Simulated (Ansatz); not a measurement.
Input file:

```
crystal:
  lattice:
    - [0.0, 2.82685, 2.7420445]
    - [2.82685, 0.0, 2.7420445]
    - [2.82685, 2.82685, 0.0]
  atoms:
    - { symbol: Ga, position: [0.0, 0.0, 0.0] }
    - { symbol: As, position: [0.75, 0.75, 0.75] }
kpoints:
  mp_grid: { grid: [11, 11, 11] }
scf:
  occupations: { method: fermi_dirac, width: 0.05 }
hamiltonian:
  xc: pbe
  pseudopotentials: { kind: paw }
output:
  forces: true
  stress: true
  eigenvalues: true
  efg: { contact_densities: true }
  write_density: true
  write_potential: true
  elf: true
  volumetric_format: npy
```

Run with:

```sh
ansatz run input.yaml --threads 1 --pin off --max-ram 3072MiB --backend cpu --events-out ev --progress --plain --runs-dir out
```

Below, planes, directions and counts refer to the conventional cell (a = 4.00 Å, b = 4.00 Å, c = 5.48 Å, α = 90.00°, β = 90.00°, γ = 90.00°).

Space group I-4m2; changed on purpose from its base cell (zz strain of -3 %, PAW files); computed pressure about 6 GPa in this cell.

Computed with Ansatz, DFT, PBE, PAW with Ansatz's default frozen-core files, scalar-relativistic.

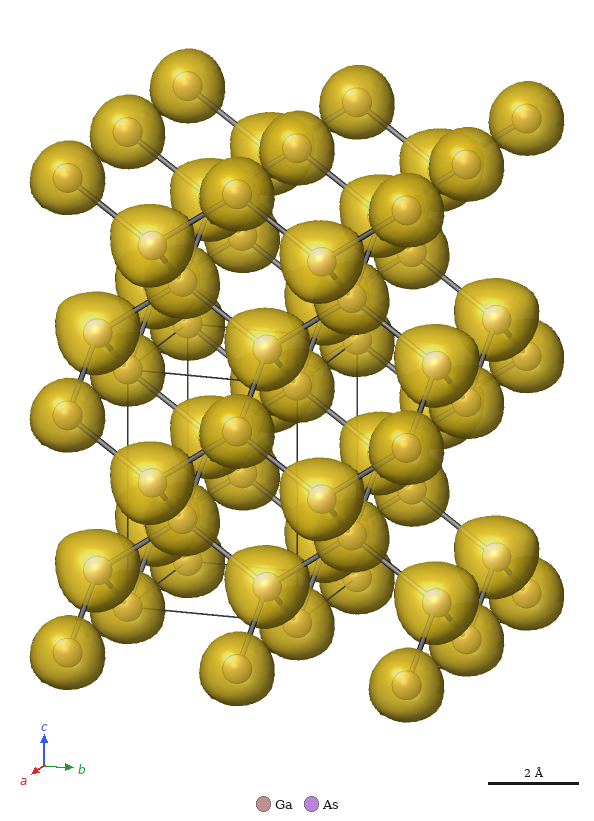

GaAs. Isosurface of the valence charge density (pseudo) at 0.6 e/Å³ (yellow), seen slightly off an axis. Sticks mark near contacts.

Question: What does this surface tell about the bonding?

Answer: At this value the density breaks into separate islands; it holds about 75 % of the electrons treated as valence (semicore included). It bridges none of the near contacts. It is pinched off along the shortest Ga–As (2.42 Å) contacts. On the grid the lowest density along these lines, outside the cores, is 0.5 e/Å³ (Ga–As, 2.42 Å).
